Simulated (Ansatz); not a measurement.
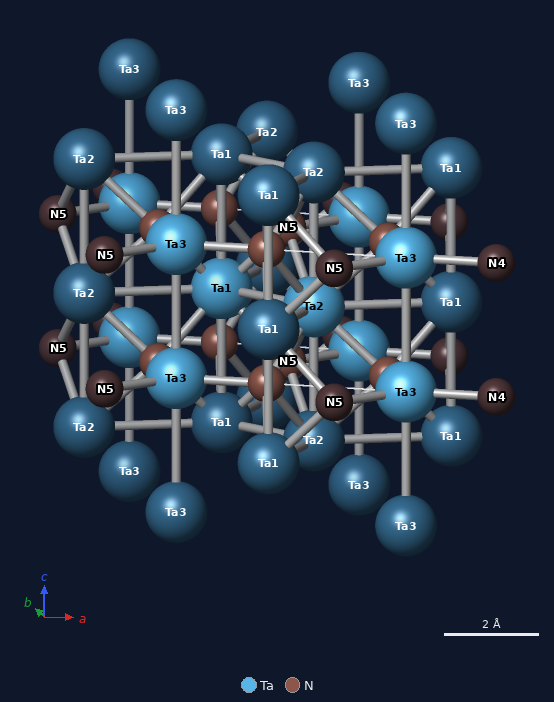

**Figure 1.** The structure (ball-and-stick view of the cell of the calculation, seen slightly off an axis; neighbours outside the cell are drawn fainter; atoms are numbered from 1 in the order of the input).

# TaN: a changed input and its effect

System: TaN (P-62m, 6 atoms in the cell).
Method of the first run: DFT LDA+U, scalar-relativistic, plane waves, PAW, Ueff = 2 eV on Ta atom 1 d; Ueff = 2 eV on Ta atom 2 d; Ueff = 2 eV on Ta atom 3 d, spin-polarised (Ansatz 0.2.0).

The structure derives from an entry of the Crystallography Open Database. Text and figures count atoms from 1; the logs count them from 0 in places.

### The input, the first run
```yaml
crystal:
  lattice:
    - [5.19600015, 0.0, 0.0]
    - [-2.59800008, 4.49986813, 0.0]
    - [0.0, 0.0, 2.9109996]
  atoms:
    - { symbol: Ta, position: [0.3333333333, 0.6666666667, 0.5], spin: 2.0 }
    - { symbol: Ta, position: [0.6666666667, 0.3333333333, 0.5], spin: 2.0 }
    - { symbol: Ta, position: [0.0, 0.0, 0.0], spin: 2.0 }
    - { symbol: "N", position: [0.39285, 0.0, 0.0] }
    - { symbol: "N", position: [0.60715, 0.60715, 0.0] }
    - { symbol: "N", position: [0.0, 0.39285, 0.0] }
basis:
  ecutwfc: 420
  ecutrho_ratio: 4
kpoints:
  mp_grid: { grid: [4, 4, 6] }
hamiltonian:
  xc: lda
  hubbard:
    sites:
      - { site: 0, l: d, u_eff: 2.0 }
      - { site: 1, l: d, u_eff: 2.0 }
      - { site: 2, l: d, u_eff: 2.0 }
scf:
  occupations: { method: gaussian, width: 0.05 }
  lower_state_search: "off"
  max_iter: 150
output:
  forces: true
  stress: true
  eigenvalues: true
  populations: true
  hubbard: { sites: [{ site: 0, l: d }, { site: 1, l: d }, { site: 2, l: d }] }
magnetization:
  spin_polarized: true
```

Command:
```bash
ansatz run input.yaml --threads 4 --pin off --max-ram 6144MiB --backend cpu --events-out ev --progress --plain --runs-dir out
```

Hardware: 4 threads of Arm Neoverse V2, 24 GiB of memory available, shared host.

### Output, shortened to warnings, some set-up lines, iterations and results (the first run)
```
WARN: the starting moments were not kept: the SCF closed with an absolute magnetisation of 7.9e-6 μB, where they sum to 6 μB in size (3 sites). That is at most 0.1 of that sum. Measured as dr2_m measures the in/out step, that magnetisation stands 6.0e-12 eV from none, at or under the dr2_threshold of 1.0e-7 eV: it is no larger than a step whose dr2_m would equal this threshold. The system may …
Basis set: ecut = 420 eV, 1287 PW (Γ)
Symmetry: 12 space group operations
k-points: 16 of 96 (time reversal used)
Initial density: superposition of atomic densities (chi_scale 0.1, normalization cell, long waves kept (reshape's long-wave potential 0.01 eV rms))
[...]
SCF iter   1: F=—  HF=-30169.185918 eV  |F-HF|=—  |Δ(HF+E_count)|=         —  Δρ=8.76e-2 (↑8.76e-2 ↓8.35e-2)  dr2=4.24e0  dr2_m=3.78e0  M=0.414 μB ∫|m|=1.070 μB  β_m=0.30  …
SCF iter   2: F=—  HF=-30169.616422 eV  |F-HF|=—  |Δ(HF+E_count)|=   4.31e-1  Δρ=5.94e-2 (↑5.94e-2 ↓5.87e-2)  dr2=1.03e0  dr2_m=1.92e0  M=0.364 μB ∫|m|=0.907 μB  β_m=0.30  …
SCF iter   3: F=—  HF=-30170.068060 eV  |F-HF|=—  |Δ(HF+E_count)|=   4.52e-1  Δρ=4.24e-2 (↑3.97e-2 ↓4.24e-2)  dr2=1.64e-1  dr2_m=9.72e-1  M=0.336 μB ∫|m|=0.774 μB  β_m=0.30  …
SCF iter   4: F=—  HF=-30170.381930 eV  |F-HF|=—  |Δ(HF+E_count)|=   3.14e-1  Δρ=2.88e-2 (↑2.85e-2 ↓2.88e-2)  dr2=9.53e-3  dr2_m=5.09e-1  M=0.279 μB ∫|m|=0.627 μB  β_m=0.30  …
SCF iter   5: F=—  HF=-30170.559686 eV  |F-HF|=—  |Δ(HF+E_count)|=   1.78e-1  Δρ=2.12e-2 (↑2.11e-2 ↓2.12e-2)  dr2=3.03e-3  dr2_m=2.78e-1  M=0.177 μB ∫|m|=0.479 μB  β_m=0.30  …
[... 7 lines ...]
SCF iter  13: F=—  HF=-30170.784787 eV  |F-HF|=—  |Δ(HF+E_count)|=   9.55e-6  Δρ=2.07e-5 (↑1.88e-5 ↓2.07e-5)  dr2=8.59e-8  dr2_m=2.28e-7  M=0.002 μB ∫|m|=0.003 μB  β_m=0.99  …
SCF iter  14: F=-30170.784788 eV  HF=-30170.784788 eV  |F-HF|=6.22e-8  |Δ(HF+E_count)|=   8.50e-7  Δρ=7.36e-6 (↑7.36e-6 ↓7.19e-6)  dr2=8.94e-8  dr2_m=1.19e-8  M=0.001 μB …
SCF iter  15: F=-30170.784788 eV  HF=-30170.784788 eV  |F-HF|=1.59e-9  |Δ(HF+E_count)|=   1.77e-8  Δρ=1.44e-6 (↑1.35e-6 ↓1.44e-6)  dr2=1.89e-10  dr2_m=1.15e-9  M=0.000 μB …
SCF iter  16: F=-30170.784788 eV  HF=-30170.784788 eV  |F-HF|=0.00e0  |Δ(HF+E_count)|=   3.49e-9  Δρ=1.52e-7 (↑1.29e-7 ↓1.52e-7)  dr2=3.16e-12  dr2_m=1.15e-11  M=-0.000 μB …
SCF 1 converged in 16 iterations: F = -30170.784788 eV  dr2 = 3.16e-12
SCF converged after 16 iterations
Magnetization: -0.0000 μB (27.0000 up, 27.0000 down)
Absolute magnetization: 0.0000 μB (∫|ρ↑−ρ↓|, with the PAW one-centre terms)
Spin contamination: 0.0000 ħ² per cell (⟨S²⟩ above its minimum at these occupations)
Per-site moments (μB) at R_I (Å): [(4.901688273572451e-7, 0.892213750721576), (4.901688273120903e-7, 0.892213750721576), (-1.9422735226542486e-6, 0.8420150719977306), (-1.3652271859122919e-8, 0.8420150719977306), (-1.3652271804716997e-8, 0.8420150719977306), (-1.3652271872921104e-8, …
Free energy (F): -30170.784788 eV
Harris-Foulkes:  -30170.784788 eV  (|F-HF|=0.00e0)
Internal energy: -30170.781176 eV  (E = F + TS)
E sigma→0 (E₀):  -30170.782982 eV
Entropy (-TS):   -0.003612 eV (-0.602 meV/atom)
Fermi energy:    19.557708 eV
--- Per-component energies (eV) ---
  E_band       = -232.597370
  E_kinetic    = 1496.849911
  E_local      = -2050.550208  (includes V_loc(G=0)·N_el)
  E_nonlocal   = 201.058536
  E_hartree    = 688.882784
  E_xc         = -831.970660
  E_vxc        = -844.153926  (∫ρ·V_xc dr)
  E_hubbard    = 6.928168  (on-site DFT+U / exact-exchange correction)
  E_vhub       = 2.668605  (the Hubbard potential's part of the band-sum identity)
  E_paw        = -24802.091661  (= ΣΔE_a)
  E_vpaw       = -416.236693  (= ΣTr[D̂ρ^β])
  E_aug_tail   = 0.000828  (compensation charges beyond the density's cutoff)
  E_ewald      = -4880.905716
  E_core_change = 1.016840  (= ΣΔE_core)
  E_smearing   = -0.003612  (= −TS)
  E_closure    = 0.000000  (closes the sum)
  Σ components = -30170.784788   (vs F -30170.784788, Δ=0.00e0)
--- Forces (eV/Å), atoms counted from 1 ---
  atom   1  Ta    -0.00000000    -0.00000000     0.00000000
  atom   2  Ta    -0.00000000    -0.00000000    -0.00000000
  atom   3  Ta     0.00000000    -0.00000000    -0.00000000
  atom   4  N     -0.04925231    -0.00000000    -0.00000000
  atom   5  N      0.02462616     0.04265376    -0.00000000
  atom   6  N      0.02462616    -0.04265376    -0.00000000
  max |Σ_I F_I| component: 1.53e-16 eV/Å
--- Stress (GPa, compression-positive) ---
       -7.603394      -0.000000      -0.000000
       -0.000000      -7.603394       0.000000
       -0.000000       0.000000      -9.535990
  P = ⅓ Tr σ = -8.2476 GPa (-82.476 kbar)
Occupation matrices written to [file]
--- Löwdin populations: 6 sites ---
  site symbol       q [e]    m [muB]
     0     Ta     12.1459     0.0000
     1     Ta     12.1459     0.0000
     2     Ta     12.3834    -0.0000
     3      N      5.6813    -0.0000
     4      N      5.6813    -0.0000
     5      N      5.6813    -0.0000
  spilling = 0.005198 (of n_electrons = 54.000000)
[...]
```

For the second run the input was changed thus:
```diff
-    - { symbol: Ta, position: [0.6666666667, 0.3333333333, 0.5], spin: 2.0 }
+    - { symbol: Ta, position: [0.6666666667, 0.3333333333, 0.5], spin: -1.0 }
+  spin_locking: { lock_spins: true }
```

How does the second run compare with the first run?

The total moment is fixed by the input in the second run, so the state need not be the lowest. With the same functional and potentials, the second run lies 3694.7 meV per atom higher. The net moment of the cell goes from 0.00 to 4.21 μB. The pressure goes from −8.25 to 25.80 GPa. The largest force goes from 0.049 to 2.421 eV/Å. On the same kind of shared host the second run took about 2 times as long.

### Output, shortened to warnings, some set-up lines, iterations and results (the second run)
```
Warning: output.stress: scf.convergence.dr2_threshold = 1e-7 eV (the SCF's general default) is looser than the 6e-10 eV advised for a printed stress (1e-10 eV for each atom of the cell: 6). What an SCF threshold leaves in a stress goes as its square root, and in the free energy as the threshold itself, and one threshold admits the most on a small cell: of the crystals measured, under no hybrid …
Warning: output.stress: the lock of the moments that magnetization.spin_locking holds to the close lets an SCF meet its threshold on dr2 anywhere within the lock's freeze window, and the stress can move with the moments there: no threshold on dr2 bounds that. The window is the square root of the freeze energy over magnetization.spin_locking.lambda. Set magnetization.spin_locking.freeze_energy_tol …
Basis set: ecut = 420 eV, 1287 PW (Γ)
Symmetry: 6 space group operations
k-points: 16 of 96 (time reversal used)
Initial density: superposition of atomic densities (chi_scale 0.1, normalization cell, long waves kept (reshape's long-wave potential 0.01 eV rms))
[...]
SCF iter   1: F=-30164.771445 eV  HF=-30166.865895 eV  |F-HF|=2.09e0  |Δ(HF+E_count)|=         —  Δρ=6.69e-2 (↑6.07e-2 ↓6.69e-2)  dr2=3.98e0  dr2_m=1.80e0  M=0.469 μB …
SCF iter   2: F=-30166.756744 eV  HF=-30166.836106 eV  |F-HF|=7.94e-2  |Δ(HF+E_count)|=   2.98e-2  Δρ=4.26e-2 (↑3.70e-2 ↓4.26e-2)  dr2=9.38e-1  dr2_m=7.52e-1  M=0.554 μB …
SCF iter   3: F=-30168.568908 eV  HF=-30168.555279 eV  |F-HF|=1.36e-2  |Δ(HF+E_count)|=    1.72e0  Δρ=1.08e-2 (↑1.01e-2 ↓1.08e-2)  dr2=7.69e-2  dr2_m=3.94e-2  M=0.563 μB …
SCF iter   4: F=-30169.061501 eV  HF=-30169.063809 eV  |F-HF|=2.31e-3  |Δ(HF+E_count)|=   5.09e-1  Δρ=2.67e-3 (↑2.67e-3 ↓1.87e-3)  dr2=7.40e-3  dr2_m=1.47e-3  M=0.563 μB …
SCF iter   5: F=-30168.997229 eV  HF=-30168.997808 eV  |F-HF|=5.79e-4  |Δ(HF+E_count)|=   6.60e-2  Δρ=8.00e-4 (↑6.96e-4 ↓8.00e-4)  dr2=1.33e-3  dr2_m=1.17e-4  M=0.563 μB …
[... 30 lines ...]
SCF iter  36: F=-30148.615231 eV  HF=-30148.615231 eV  |F-HF|=1.63e-7  |Δ(HF+E_count)|=   1.03e-3  Δρ=1.46e-5 (↑1.46e-5 ↓1.41e-5)  dr2=4.52e-7  dr2_m=2.37e-8  M=4.214 μB …
SCF iter  37: F=-30148.616312 eV  HF=-30148.616312 eV  |F-HF|=1.09e-7  |Δ(HF+E_count)|=   1.08e-3  Δρ=6.92e-6 (↑6.62e-6 ↓6.92e-6)  dr2=1.37e-7  dr2_m=7.55e-9  M=4.214 μB …
SCF iter  38: F=-30148.616791 eV  HF=-30148.616791 eV  |F-HF|=4.94e-9  |Δ(HF+E_count)|=   4.79e-4  Δρ=2.15e-6 (↑2.15e-6 ↓2.12e-6)  dr2=8.80e-9  dr2_m=7.71e-10  M=4.214 μB …
SCF iter  39: F=-30148.616856 eV  HF=-30148.616856 eV  |F-HF|=5.82e-11  |Δ(HF+E_count)|=   6.47e-5  Δρ=5.07e-7 (↑5.07e-7 ↓3.94e-7)  dr2=3.55e-10  dr2_m=3.48e-11  M=4.214 μB …
SCF 1 converged in 39 iterations: F = -30148.616856 eV  dr2 = 3.55e-10
this state was not tested for a lower state beside it, because a magnetisation constraint still acts at the end of the SCF (magnetization_constraint; see scf.lower_state_search)
SCF converged after 39 iterations
Magnetization: 4.2140 μB (29.1070 up, 24.8930 down)
Absolute magnetization: 9.0041 μB (∫|ρ↑−ρ↓|, with the PAW one-centre terms)
Spin contamination: 2.0852 ħ² per cell (⟨S²⟩ above its minimum at these occupations)
Per-site moments (μB) at R_I (Å): [(1.9948915607836706, 0.892213750721576), (-0.9996032774520005, 0.892213750721576), (1.9907282903679708, 0.8420150719977306), (-0.20500152882078662, 0.8420150719977306), (-0.20500152882078637, 0.8420150719977306), (-0.20500152882078657, 0.8420150719977306)]
--- Magnetisation constraints (ε_frz = 1.0e-4 eV) ---
  site  kind      target   achieved (μB)  |Δ|max (μB)  g (eV/μB)  λ_eff  esc  ok   flags
  0     per_site  +2.0000  +1.9949        5.11e-3      -1.11e1    1.000  0    yes
  1     per_site  -1.0000  -0.9996        3.97e-4      +4.58e0    1.000  0    yes
  2     per_site  +2.0000  +1.9907        9.27e-3      -1.17e1    1.000  0    yes
Free energy (F): -30148.616856 eV
Harris-Foulkes:  -30148.616856 eV  (|F-HF|=5.82e-11)
Internal energy: -30148.613501 eV  (E = F + TS)
E sigma→0 (E₀):  -30148.615178 eV
Entropy (-TS):   -0.003355 eV (-0.559 meV/atom)
Fermi energy:    17.405875 eV
--- Per-component energies (eV) ---
  E_band       = -204.211893
  E_kinetic    = 1557.984977
  E_local      = -2143.656337  (includes V_loc(G=0)·N_el)
  E_nonlocal   = 214.793251
  E_hartree    = 747.703439
  E_xc         = -841.329338
  E_vxc        = -856.180729  (∫ρ·V_xc dr)
  E_hubbard    = 4.680625  (on-site DFT+U / exact-exchange correction)
  E_vhub       = -2.495050  (the Hubbard potential's part of the band-sum identity)
  E_paw        = -24808.902025  (= ΣΔE_a)
  E_vpaw       = -420.065070  (= ΣTr[D̂ρ^β])
  E_aug_tail   = 0.000845  (compensation charges beyond the density's cutoff)
  E_constr_dc  = -50.000359  (∫m·b dr)
  E_ewald      = -4880.905716
  E_core_change = 1.016840  (= ΣΔE_core)
  E_smearing   = -0.003355  (= −TS)
  E_closure    = -0.000060  (closes the sum)
  E_penalty    = 0.167052  (constraint; not in F)
  Σ components = -30148.616856   (vs F -30148.616856, Δ=0.00e0)
--- Forces (eV/Å), atoms counted from 1 ---
  atom   1  Ta     0.00000000     0.00000000     0.00000000
  atom   2  Ta     0.00000000     0.00000000    -0.00000000
  atom   3  Ta    -0.00000000     0.00000000     0.00000000
  atom   4  N      1.47371294     1.92042996     0.00000000
  atom   5  N      0.92628466    -2.23648783     0.00000000
  atom   6  N     -2.39999760     0.31605787    -0.00000000
  max |Σ_I F_I| component: 4.39e-17 eV/Å
--- Stress (GPa, compression-positive) ---
[...]
```

### The two runs side by side

| quantity | the first run | the second run |
| --- | --- | --- |
| outcome | converged | converged |
| free energy per atom (eV) | −5028.4641 | −5024.7695 |
| energy per atom, smearing taken to zero (eV) | −5028.4638 | −5024.7692 |
| gap on the mesh (eV) | 0.00 | 0.00 |
| net moment of the cell (μB) | 0.00 | 4.21 |
| absolute moment of the cell (μB) | 0.00 | 9.00 |
| pressure (GPa) | −8.25 | 25.80 |
| largest force (eV/Å) | 0.049 | 2.421 |
| SCF iterations | 16 | – |
| irreducible k-points | 16 | 16 |
| plane waves at Γ | 1287 | 1287 |
| wall time (shared host) | 3.7 s | 7.5 s |

For both runs: Spin–orbit coupling is left out, which matters for Ta. For the first run: Warnings: some starting moments were not kept. The cell is under a tension of 8.2 GPa at this level, so it is not at its equilibrium volume. For the second run: Warnings: the state was not tested for a lower one; the SCF threshold is looser than advised for the printed stress. The cell is under a pressure of 26 GPa at this level, so it is not at its equilibrium volume.
